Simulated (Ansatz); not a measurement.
## WS$_{2}$: single-point calculation

- system: WS$_{2}$ (P6₃/mmc, 12 atoms in the cell)
- method: DFT LDA, scalar-relativistic, plane waves, PAW, no spin polarisation (Ansatz 0.2.0)

The structure derives from an entry of the Crystallography Open Database. It belongs to a series of runs on one base structure; here: the relaxed cell repeated 2 times. Figures and captions count atoms from 1; the log counts them from 0 in places.

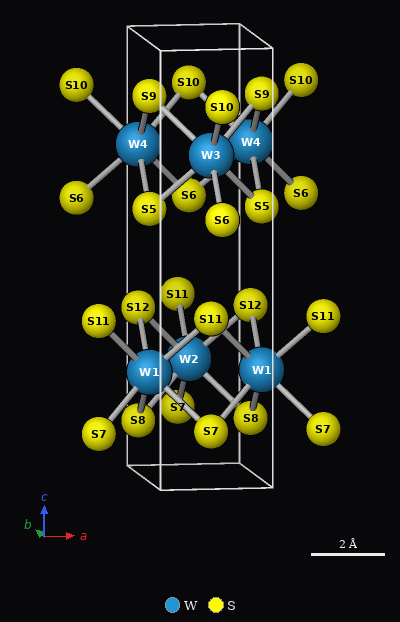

The structure as given in the input (ball-and-stick view of the cell of the calculation, seen at an oblique angle; bonded neighbours outside the cell are drawn too; atoms are numbered from 1 in the order of the input). An atom can appear more than once, as a periodic image.

Results in brief:

- outcome: converged
- space group (tolerance 0.01 Å): P6₃/mmc (194)
- electrons treated: 104
- free energy: −47486.7615 eV
- Fermi energy: 12.485 eV
- gap on the k-point mesh: 0.85 eV
- pressure: 0.02 GPa
- largest force (length of the vector): 0.003 eV/Å
- hardware: 2 threads of AMD EPYC (Zen 5), 32 GiB of memory available, shared host
- wall time: 5.3 s (CPU time 10 s)
- peak memory: 0.74 GiB

Remarks:

Spin–orbit coupling is left out, which matters for W.

Input:
```yaml
crystal:
  lattice:
    - [3.1268885683, 0.0, 0.0]
    - [0.0, 5.4159298698, 0.0]
    - [0.0, 0.0, 12.1559714659]
  atoms:
    - { symbol: W, position: [0.0, 0.3333333333, 0.25] }
    - { symbol: W, position: [0.5, 0.8333333333, 0.25] }
    - { symbol: W, position: [0.5, 0.1666666667, 0.75] }
    - { symbol: W, position: [1.0, 0.6666666667, 0.75] }
    - { symbol: S, position: [0.0, 0.3333333333, 0.6215153207] }
    - { symbol: S, position: [0.5, 0.8333333333, 0.6215153207] }
    - { symbol: S, position: [0.5, 0.1666666667, 0.1215153207] }
    - { symbol: S, position: [1.0, 0.6666666667, 0.1215153207] }
    - { symbol: S, position: [0.0, 0.3333333333, 0.8784846793] }
    - { symbol: S, position: [0.5, 0.8333333333, 0.8784846793] }
    - { symbol: S, position: [0.5, 0.1666666667, 0.3784846793] }
    - { symbol: S, position: [1.0, 0.6666666667, 0.3784846793] }
basis:
  ecutwfc: 420
kpoints:
  mp_grid: { grid: [8, 6, 2] }
hamiltonian:
  xc: lda
scf:
  occupations: { method: gaussian, width: 0.05 }
output:
  forces: true
  stress: true
  eigenvalues: true
  write_density: true
  write_potential: true
  elf: true
  volumetric_format: npy
```

Launch command:
```bash
ansatz run input.yaml --threads 2 --pin off --max-ram 5120MiB --backend cpu --events-out ev --progress --plain --runs-dir out
```

The program's output:
```
Engine: ansatz 0.2.0, x86_64-unknown-linux-gnu
Pseudopotentials: kind: paw
Pseudopotential: W, paw, valence charge 14, recommended cutoff 420 eV (normal), W.paw.azcp
Pseudopotential: S, paw, valence charge 6, recommended cutoff 420 eV (normal), S.paw.azcp
Functional definition: SPW92
  exchange = slater_x
  correlation = pw_c
Crystal: 12 atoms, lattice volume = 205.861 Å³
Basis set: ecut = 420 eV, 4025 PW (Γ)
Bands: 64, of which v1, the nominal top of the filled ones, is band 52 counted from 1 (51 counted from 0)
Symmetry: 16 space group operations
Space group: P63/mmc (ITA 194), of the structure as read, at distance tolerance 5.9e-5 Å
k-points: 40 of 96
Non-local potential: W, projectors of the file, l = 0: 3, l = 1: 2, l = 2: 2, l = 3: 1
Non-local potential: S, projectors of the file, l = 0: 2, l = 1: 2, l = 2: 2
PAW form: soft (Blöchl's): semilocal exchange-correlation on the pseudo side does not see the compensation charge
PAW frozen core: W, regenerated for the run's functional, and the local potential with it (the file was generated under x = pbe(κ = 0.804, μ = 0.2195149727645171), c = pbe(β = 0.06672455060314922))
PAW frozen core: S, regenerated for the run's functional, and the local potential with it (the file was generated under x = pbe(κ = 0.804, μ = 0.2195149727645171), c = pbe(β = 0.06672455060314922))
PAW one-centre angular grid: W, 590 points (default); XC on 64 Gauss nodes
PAW one-centre angular grid: S, 110 points (default); XC on 64 Gauss nodes
Initial density: superposition of atomic densities (neutral atoms: chi_scale 0, normalization atom), corrected by the library's trained network
Initial wavefunctions: pseudopotential atomic-orbital guess
Functional: x = slater, c = lda
SCF iter   1: F=—  HF=-47486.810273 eV  |F-HF|=—  |Δ(HF+E_count)|=         —  Δρ=9.90e-3  dr2=2.95e-1  ethr=1.77e-3  ⟨swp⟩=6.1  Hψ=10635  notcnv=0
preconditioner: auto → Resta (q_TF=auto, 2.435 Å⁻¹)  ε∞=7.8  [insulator: Δε(μ)=0.840 eV  Ē_g=8.448 eV  σ=0.050 eV  W_gap=1.00  n_scr=54 (ndim 8)  ℏωp=22.0 eV  f_vac=0.012  D(μ)=0.00/eV (n_scr^D=0)  ε∞_Penn≈7.8]
SCF iter   2: F=—  HF=-47486.762701 eV  |F-HF|=—  |Δ(HF+E_count)|=   4.76e-2  Δρ=4.04e-3  dr2=1.54e-2  ethr=2.84e-4  ⟨swp⟩=2.9  Hψ=3815  notcnv=0  defer=198
SCF iter   3: F=—  HF=-47486.761731 eV  |F-HF|=—  |Δ(HF+E_count)|=   9.70e-4  Δρ=2.23e-3  dr2=5.23e-3  ethr=1.48e-5  ⟨swp⟩=1.9  Hψ=2855  notcnv=0  defer=198
SCF iter   4: F=—  HF=-47486.761373 eV  |F-HF|=—  |Δ(HF+E_count)|=   3.58e-4  Δρ=1.98e-4  dr2=1.99e-4  ethr=5.03e-6  ⟨swp⟩=2.6  Hψ=3655  notcnv=0  defer=198
SCF iter   5: F=—  HF=-47486.761363 eV  |F-HF|=—  |Δ(HF+E_count)|=   1.03e-5  Δρ=5.88e-5  dr2=1.04e-5  ethr=1.91e-7  ⟨swp⟩=2.0  Hψ=3349  notcnv=0  defer=198
SCF iter   6: F=—  HF=-47486.761531 eV  |F-HF|=—  |Δ(HF+E_count)|=   1.68e-4  Δρ=1.26e-5  dr2=3.68e-7  ethr=9.97e-9  ⟨swp⟩=2.0  Hψ=3573  notcnv=0  defer=198
SCF iter   7: F=-47486.761531 eV  HF=-47486.761531 eV  |F-HF|=3.02e-9  |Δ(HF+E_count)|=   8.13e-8  Δρ=1.91e-6  dr2=7.84e-9  ethr=9.62e-11  ⟨swp⟩=14.8  Hψ=19717  notcnv=0
SCF 1 converged in 7 iterations: F = -47486.761531 eV  dr2 = 7.84e-9
  greatest PAW one-centre occupation: 1.000 electrons in one spin orbital (limit 2), on the W atom at site 3 (counted from 0), in its partial waves of l = 0
SCF converged after 7 iterations
Free energy (F): -47486.761531 eV
Harris-Foulkes:  -47486.761531 eV  (|F-HF|=3.02e-9)
Internal energy: -47486.761531 eV  (E = F + TS)
E sigma→0 (E₀):  -47486.761531 eV
Fermi energy:    12.485053 eV
--- Per-component energies (eV) ---
  E_band       = -716.915826
  E_kinetic    = 2680.802333
  E_local      = -6850.388472  (includes V_loc(G=0)·N_el)
  E_nonlocal   = 261.224141
  E_hartree    = 2713.617704
  E_xc         = -1839.370353
  E_vxc        = -1669.385661  (∫ρ·V_xc dr)
  E_paw        = -37789.893202  (= ΣΔE_a)
  E_vpaw       = -566.399953  (= ΣTr[D̂ρ^β])
  E_aug_tail   = -0.000263  (compensation charges beyond the density's cutoff)
  E_ewald      = -6665.111611
  E_core_change = 2.358192  (= ΣΔE_core)
  E_smearing   = -0.000000  (= −TS)
  E_closure    = 0.000000  (closes the sum)
  Σ components = -47486.761531   (vs F -47486.761531, Δ=0.00e0)
--- Forces (eV/Å), atoms counted from 1 ---
  atom   1  W      0.00000000     0.00054845     0.00000000
  atom   2  W      0.00000000     0.00054845     0.00000000
  atom   3  W     -0.00000000    -0.00054845    -0.00000000
  atom   4  W     -0.00000000    -0.00054845    -0.00000000
  atom   5  S      0.00000000     0.00029208    -0.00256875
  atom   6  S      0.00000000     0.00029208    -0.00256875
  atom   7  S     -0.00000000    -0.00029208    -0.00256875
  atom   8  S     -0.00000000    -0.00029208    -0.00256875
  atom   9  S      0.00000000     0.00029208     0.00256875
  atom  10  S      0.00000000     0.00029208     0.00256875
  atom  11  S     -0.00000000    -0.00029208     0.00256875
  atom  12  S     -0.00000000    -0.00029208     0.00256875
  max |Σ_I F_I| component: 3.47e-18 eV/Å
--- Stress (GPa, compression-positive) ---
       -0.000729      -0.000000      -0.000000
       -0.000000       0.008491      -0.000000
       -0.000000      -0.000000       0.038754
  P = ⅓ Tr σ = 0.0155 GPa (0.155 kbar)
--- Band table (eV; the first three rows and the last of 40) ---
  k-point 0: bands = ["-62.4583", "-62.4583", "-62.4362", "-62.4362", "-26.9728", "-26.9728", "-26.7848", "-26.7847", "-26.7077", "-26.7077", "-26.6620", "-26.6620", "-26.5663", "-26.5663", "-26.5659", "-26.5659", "-3.7423", "-3.4734", "-2.1419", "-1.6225", "-1.3339", "-1.2088", "-1.1244", "-1.0185", "4.1695", "4.4700", "4.8079", "5.3583", "5.8228", "6.0807", "6.3970", "7.1700", "7.8333", "7.9293", "8.0015", "8.4676", "8.4677", "8.4826", "8.4827", "9.0115", "9.2583", "9.7519", "9.7521", "9.8124", "9.8125", "10.0813", "10.2731", "10.3193", "10.4678", "10.6159", "10.6571", "12.0630", "14.3703", "14.3704", "14.3778", "14.3801", "14.3802", "14.4295", "14.4483", "14.4483", "14.6018", "14.6684", "14.6684", "14.9900"]
  k-point 1: bands = ["-62.4583", "-62.4583", "-62.4362", "-62.4362", "-26.9728", "-26.9728", "-26.7848", "-26.7848", "-26.7077", "-26.7077", "-26.6620", "-26.6620", "-26.5662", "-26.5662", "-26.5659", "-26.5659", "-3.6245", "-3.6245", "-1.8712", "-1.8712", "-1.2874", "-1.2874", "-1.0555", "-1.0555", "4.6265", "4.6265", "4.6786", "4.6786", "5.8784", "5.8784", "6.8756", "6.8756", "7.8795", "7.8795", "8.4750", "8.4750", "8.4751", "8.4751", "9.0328", "9.0328", "9.1056", "9.1056", "9.7821", "9.7821", "9.7822", "9.7822", "10.2003", "10.2003", "10.3874", "10.3874", "11.7291", "11.7291", "14.3620", "14.3620", "14.3621", "14.3621", "14.4000", "14.4000", "14.5706", "14.5706", "14.5707", "14.5707", "14.8307", "14.8307"]
  k-point 2: bands = ["-62.4568", "-62.4568", "-62.4377", "-62.4377", "-26.9463", "-26.9463", "-26.7797", "-26.7796", "-26.7129", "-26.7129", "-26.6557", "-26.6557", "-26.5940", "-26.5940", "-26.5727", "-26.5727", "-3.6181", "-3.3490", "-2.0888", "-1.5850", "-1.5685", "-1.3980", "-1.2253", "-1.0505", "4.3163", "4.6918", "5.0235", "5.5045", "5.9705", "6.2845", "6.4192", "7.2298", "7.8218", "7.9247", "8.0198", "8.1534", "8.1794", "8.5875", "8.6096", "8.9997", "9.2851", "9.4128", "9.5558", "9.6220", "9.8206", "10.0037", "10.0075", "10.2188", "10.3692", "10.6815", "10.7842", "11.8207", "14.2152", "14.2317", "14.2561", "14.2651", "14.3145", "14.3164", "14.3202", "14.3898", "14.5679", "14.5727", "14.6319", "14.7429"]
  k-point 39: bands = ["-62.4362", "-62.4362", "-62.4362", "-62.4362", "-26.9731", "-26.9731", "-26.9731", "-26.9731", "-26.7077", "-26.7077", "-26.7077", "-26.7077", "-26.6618", "-26.6618", "-26.6618", "-26.6618", "-1.2873", "-1.2873", "-1.2873", "-1.2873", "-1.0555", "-1.0555", "-1.0555", "-1.0555", "4.6266", "4.6266", "4.6266", "4.6266", "5.8784", "5.8784", "5.8784", "5.8784", "6.8757", "6.8757", "6.8757", "6.8757", "7.8795", "7.8795", "7.8795", "7.8795", "9.1055", "9.1055", "9.1055", "9.1055", "10.2003", "10.2003", "10.2003", "10.2003", "10.3875", "10.3875", "10.3875", "10.3875", "14.4000", "14.4000", "14.4000", "14.4000", "14.8305", "14.8305", "14.8305", "14.8305", "15.4180", "15.4180", "15.4180", "15.4180"]
```

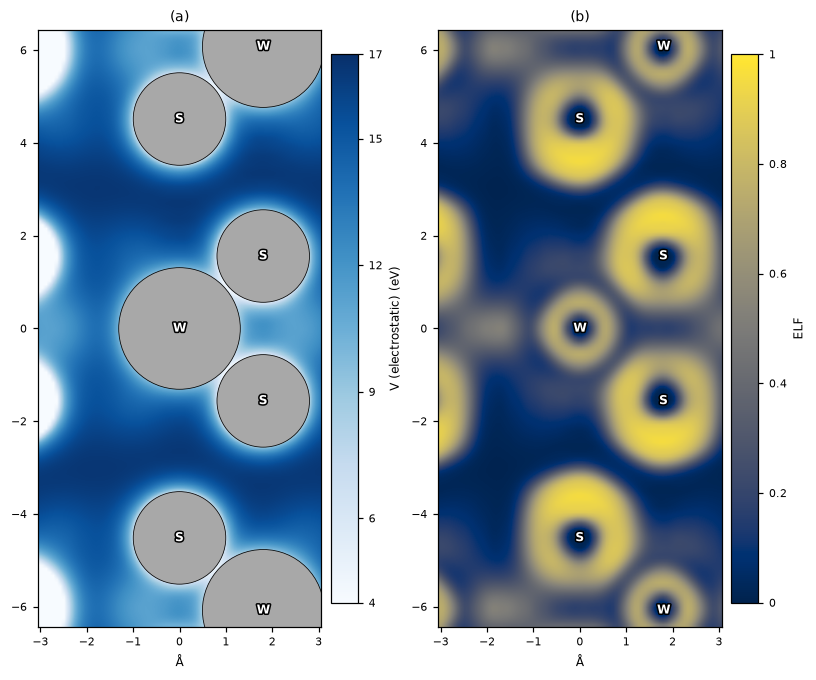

(a) electrostatic potential energy of an electron; (b) electron localisation function on the (100) plane of the calculation cell. Grey discs, where drawn, cover atomic cores. Atoms in the plane: W and S. W–S (2.39 Å): the ELF is about 0.50 at the midpoint. The ELF has a maximum of about 0.55 in the space between the atoms. The strong features right at W lie inside the PAW spheres (semicore, d or f shells) and say nothing about bonding. Outside the cores the potential energy rises away from the atoms and is highest about 2.3 Å from the nearest atoms; outside the discs it spans about 12 eV, and its zero is arbitrary. The fields are those of the smooth PAW valence density.

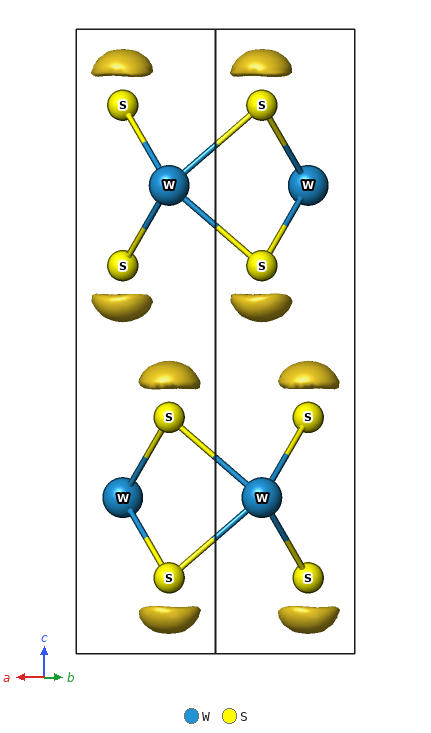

Isosurface of the ELF at 0.9 (yellow), seen along [110]. Core shells and regions of very low density are left out. Sticks mark near contacts. The outline is the calculation cell. Profiles from the grid: W–S (2.39 Å): the ELF is about 0.50 at the midpoint.

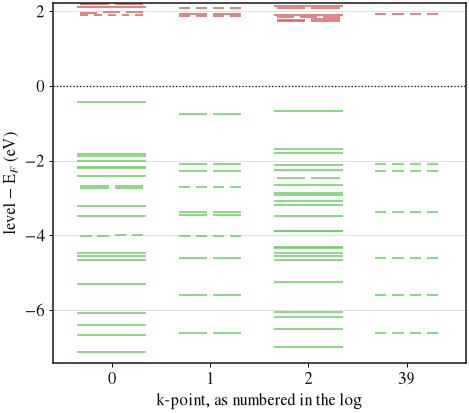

Kohn–Sham levels near the Fermi level (dotted) at the few k-points that the log prints; levels within 0.02 eV of each other stand side by side. Among these points the highest filled and lowest empty levels are 2.15 eV apart; the gap on the full mesh, 0.85 eV, has an edge at a point that isn't printed.
